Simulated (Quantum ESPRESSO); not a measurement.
## ZnS (F-43m): the LO frequency by hand

How high does the longitudinal optical mode of ZnS (F-43m) lie, given the transverse one, the Born charge and ε∞?

Main program and level: Quantum ESPRESSO 7.5; DFT LDA, scalar-relativistic, plane waves, PseudoDojo norm-conserving pseudopotentials.

The database entry behind the starting cell differs from later determinations by our own check (about 0.1 % short), so it need not match the best structure at ambient conditions.

### Step 1. The relaxed structure

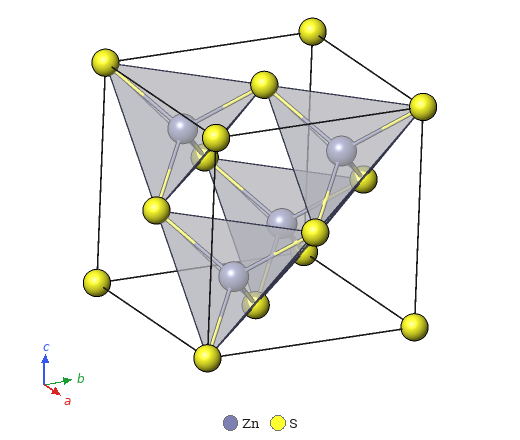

The starting structure, seen slightly off an axis (zinc blue, sulfur yellow). This picture shows the conventional cell, with its axes. Bonds to atoms that aren't drawn are left out. Some periodic images of atoms are drawn too.

This is the cell after its relaxation at this level of theory, not the database cell from which that began.

### Step 2. What the response run gave

A linear-response run on the relaxed cell, with the response to an electric field; only its zone-centre results are used. Cutoff 84 Ry, k mesh 8×8×8.

The log of the run:

```text
[banners, grids, parts of the stress and lines that vanish by symmetry left out]
Program PHONON v.7.5
     Reading xml data from directory:

[...]
Exchange-correlation= PW
                           (   1   4   0   0   0   0   0)
[...]
kinetic-energy cut-off    =      84.0000  Ry
     charge density cut-off    =     336.0000  Ry
     convergence threshold     =      1.0E-18
[...]
Exchange-correlation= PW
                           (   1   4   0   0   0   0   0)
[...]
q = (   0.0000000   0.0000000   0.0000000 )
     25 Sym.Ops. (with q -> -q+G )
     G cutoff =  426.4771  (  26229 G-vectors)     FFT grid: ( 45, 45, 45)
     number of k points=    29
[...]
Mode symmetry, T_d (-43m)  point group:
[...]
Dielectric constant
[...]
End of electric fields calculation
          Dielectric constant in cartesian axis
          (       6.348322008       0.000000000      -0.000000000 )
          (       0.000000000       6.348322008      -0.000000000 )
          (      -0.000000000      -0.000000000       6.348322008 )
          Effective charges (d Force / dE) in cartesian axis without acoustic sum rule applied (asr)
           atom    1  Zn    Mean Z*:        1.90977
      Ex  (        1.90977       -0.00000       -0.00000 )
      Ey  (       -0.00000        1.90977        0.00000 )
      Ez  (       -0.00000        0.00000        1.90977 )
           atom    2  S     Mean Z*:       -1.92899
      Ex  (       -1.92899       -0.00000       -0.00000 )
      Ey  (       -0.00000       -1.92899       -0.00000 )
      Ez  (       -0.00000       -0.00000       -1.92899 )
          Effective charges Sum: Mean:       -0.01922
[...]
Effective charges (d Force / dE) in cartesian axis with asr applied:
           atom    1  Zn    Mean Z*:        1.91938
[...]
atom    2  S     Mean Z*:       -1.91938
[...]
Representation #   1 modes #   1   2   3
[...]
End of self-consistent calculation
     Convergence has been achieved
     Representation #   2 modes #   4   5   6
[...]
End of self-consistent calculation
     Convergence has been achieved
[...]
Dielectric constant in cartesian axis
          (       6.348322008       0.000000000      -0.000000000 )
          (       0.000000000       6.348322008      -0.000000000 )
          (      -0.000000000      -0.000000000       6.348322008 )
          Effective charges (d Force / dE) in cartesian axis without acoustic sum rule applied (asr)
           atom    1  Zn    Mean Z*:        1.90977
      Ex  (        1.90977       -0.00000       -0.00000 )
      Ey  (       -0.00000        1.90977        0.00000 )
      Ez  (       -0.00000        0.00000        1.90977 )
           atom    2  S     Mean Z*:       -1.92899
      Ex  (       -1.92899       -0.00000       -0.00000 )
      Ey  (       -0.00000       -1.92899       -0.00000 )
      Ez  (       -0.00000       -0.00000       -1.92899 )
          Effective charges Sum: Mean:       -0.01922
[...]
Effective charges (d Force / dE) in cartesian axis with asr applied:
           atom    1  Zn    Mean Z*:        1.91938
[...]
atom    2  S     Mean Z*:       -1.91938
[...]
q = (    0.000000000   0.000000000   0.000000000 )
[...]
freq (    1) =      -0.084763 [THz] =      -2.827402 [cm-1]
     freq (    2) =      -0.084763 [THz] =      -2.827402 [cm-1]
     freq (    3) =      -0.084763 [THz] =      -2.827402 [cm-1]
     freq (    4) =       8.729101 [THz] =     291.171476 [cm-1]
     freq (    5) =       8.729101 [THz] =     291.171476 [cm-1]
     freq (    6) =       8.729101 [THz] =     291.171476 [cm-1]
[...]
Mode symmetry, T_d (-43m)  point group:
     freq (   1-   3) =         -2.8  [cm-1]   --> T_2  G_15 P_4   I+R
     freq (   4-   6) =        291.2  [cm-1]   --> T_2  G_15 P_4   I+R

   JOB DONE.
```

```tsv
quantity	value
cell volume Ω (Å³)	37.167
mass of Zn (u)	65.380
mass of S (u)	32.060
Born charge of Zn, raw (e)	1.910
Born charge of S, raw (e)	-1.929
ε∞	6.348
ω(TO) after the sum rule (cm⁻¹)	291.2
```

### Step 3. The calculation

The charges must sum to zero over the cell; taking off their mean, -0.010 e, leaves Z* = 1.919 e on Zn. In the polar mode Zn moves against S, so the reduced mass is μ = 65.38 × 32.06 / 97.44 = 21.512 u.

A longitudinal wave builds up a field that adds to the restoring force: ω(LO)² = ω(TO)² + 4π Z*² / (μ Ω ε∞), in Hartree atomic units. With μ = 39213 electron masses and Ω = 250.82 bohr³ the second term is 7.4147e-07 Ha², or 35716 cm⁻² (1 Ha = 219474.6 cm⁻¹).

So ω(LO) = √(84786 + 35716) = 347.1 cm⁻¹, and by the Lyddane-Sachs-Teller relation ε₀ = ε∞ (ω(LO)/ω(TO))² = 9.02.

### Step 4. Check against the program

The analysis program adds the same non-analytic term to the full matrix, here for q along (1 0 0).

The log of the run:

```text
[banner, memory and clock lines left out]
Program DYNMAT v.7.5

     Reading Dynamical Matrix from file g.dyn
     ...Force constants read
     ...epsilon and Z* read

     Polarizability (A^3 units)
     multiply by 0.359354 for Clausius-Mossotti correction
        15.818685    0.000000   -0.000000
         0.000000   15.818685   -0.000000
        -0.000000   -0.000000   15.818685

     IR activities are in (D/A)^2/amu units

# mode   [cm-1]    [THz]      IR
    1     -0.00   -0.0000    0.0000
    2     -0.00   -0.0000    0.0000
    3     -0.00   -0.0000    0.0000
    4    291.18    8.7293    3.9511
    5    291.18    8.7293    3.9511
    6    347.13   10.4067    3.9511
```

ε₀ comes from the program's run without a direction of q.

```tsv
quantity	by hand	program
ω(LO) (cm⁻¹)	347.1	347.1
ε₀	9.02	9.02
```

### Step 5. Results

| Quantity | Value |
| --- | --- |
| TO mode | 291.2 cm⁻¹ |
| LO mode | 347.1 cm⁻¹ |
| static dielectric constant | 9.023 |

**Reading.** The LO mode of ZnS (F-43m) lies at 347 cm⁻¹, 56 cm⁻¹ above the TO mode; the formula meets the program within 0.1 cm⁻¹, as it must for a cubic crystal with one polar mode. ω(LO)² − ω(TO)² goes with Z*²/ε∞: an error of 5 % in ε∞ would move the LO mode by 2.5 cm⁻¹, and semilocal functionals tend to overestimate ε∞. The raw charges miss their sum by 0.019 e, a sign that the k mesh is short for the field response, so ε∞ may be some per cent too high. These are harmonic values at zero temperature, at the volume of this functional, for the structure held cubic; stability elsewhere in the zone is no part of this calculation.

[Host names and launcher messages were left out of these logs when they were recorded.]

[Logs are printed without paths, hosts, clocks, repeated set-up lines and the standing remarks that a program may print on its own settings, such as how far it seeks lower states.]

[Hosts, paths, dates, database ids (printed as entryN), source tags and the programs' standing remarks are cut or masked in the printed files.]
